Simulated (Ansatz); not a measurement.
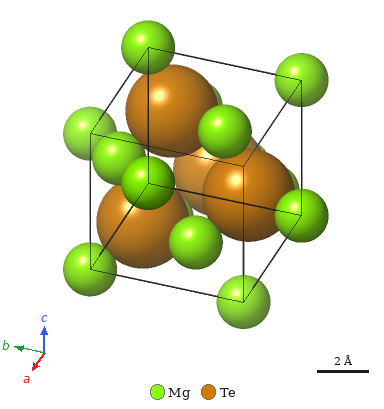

An orthographic space-filling view of the structure, from a general direction. The conventional unit cell is outlined; an atom on or near a face, edge or corner is repeated at each equivalent position. Cell: a = 6.444 Å, b = 6.444 Å, c = 6.444 Å, α = 90.00°, β = 90.00°, γ = 90.00°.

- The formula is MgTe.
- Space group: F-43m (No. 216). Lattice: face-centred cubic.
- The structure is of the kind named zinc blende (sphalerite type).
- Cell content 4 Mg, 4 Te; Z = 4.
- Each Mg atom is coordinated by four Te in a tetrahedral arrangement at about 2.8 Å. Each Te has four Mg in a tetrahedral arrangement at about 2.8 Å.

Its origin is a structure listed in the Materials Project, with elements exchanged, so it need not be a known form of the compound. Atoms and cell were optimised with Ansatz, DFT PBEsol, scalar-relativistic, plane waves, PAW.
